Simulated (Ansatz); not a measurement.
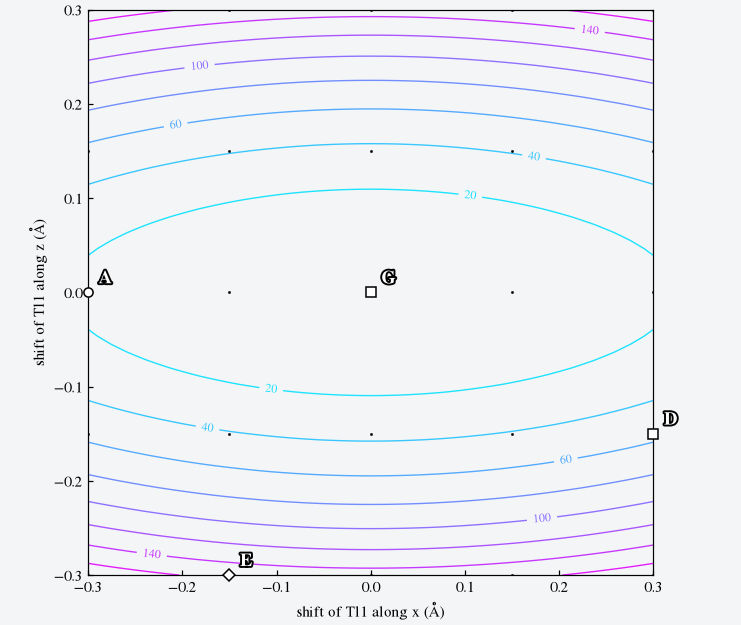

Tl (P6_3/mmc, No. 194; 2 atoms in the cell). Atom Tl1 is moved over a plane while all other atoms and the cell stay fixed (its periodic images move with it) (x along [1 0 0], y along [1 2 0], z along [0 0 1] of the conventional cell). First axis: shift of Tl1 along x. Second axis: shift of Tl1 along z. Grid: 5 × 5 points; 9 points were computed and 16 follow by symmetry. Points are written as (first, second). Energies: meV per cell, counted from the lowest grid point. The reference cell is the one listed in the database, not relaxed at this level. Method: DFT PBE, scalar-relativistic, plane waves, PAW in Ansatz 0.2.0. Settings: cutoff 420 eV, k-mesh 18×18×10 in the order of the run's cell vectors, gaussian smearing 0.15 eV, no spin polarisation.

In the figure: contour lines labelled in meV, dots at the grid points, lettered points. Between grid points the surface is interpolated.

### Is G the lowest point of the computed grid?

Yes. G, at (0.00 Å, 0.00 Å), has the lowest energy of the grid.

### Rank the lettered points by energy, lowest first.

G (0 meV), A (17 meV), D (55 meV), E (155 meV).
